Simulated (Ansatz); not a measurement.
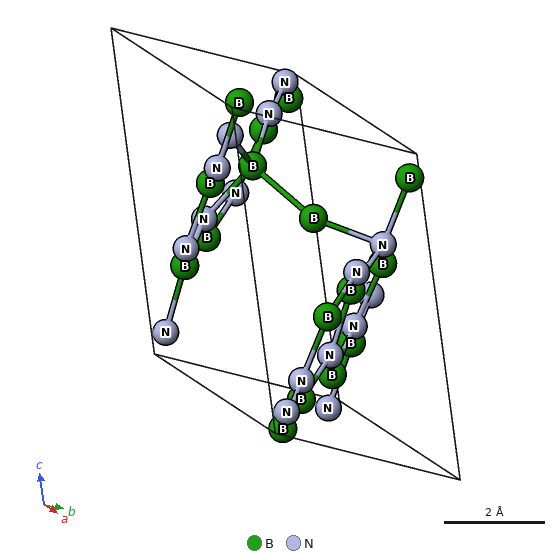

Drawn in the ball-and-stick manner and seen slightly off an axis. The lines enclose the supercell; boundary atoms appear with their images. The host is BN, in a cell of 24 sites, and the cell is neutral.

Q: Describe the defect.

A: An interstitial boron atom. It is bonded to one B and one N in a bent arrangement (about 1.7 Å to B, 1.5 Å to N).

Theory: Ansatz 0.2.0, DFT PBE+D3(BJ), scalar-relativistic, plane waves, PAW. Numerical settings: plane-wave cutoff 420 eV, k-point mesh 2×2×2, Gaussian smearing of 0.01 eV, collinear spins.

Q: Is the defect spin-polarised?

A: Yes, 1.0 μB in the cell.

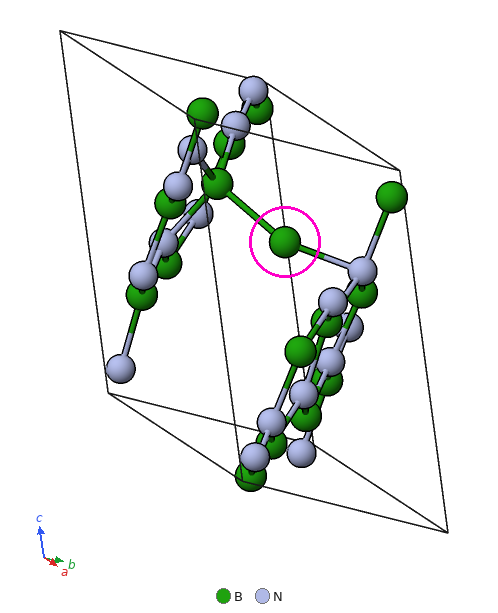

The same cell with a ring at the defect's site.

The atoms were relaxed in the host's cell with DFT PBE+D3(BJ), scalar-relativistic, plane waves, PAW (Ansatz 0.2.0).
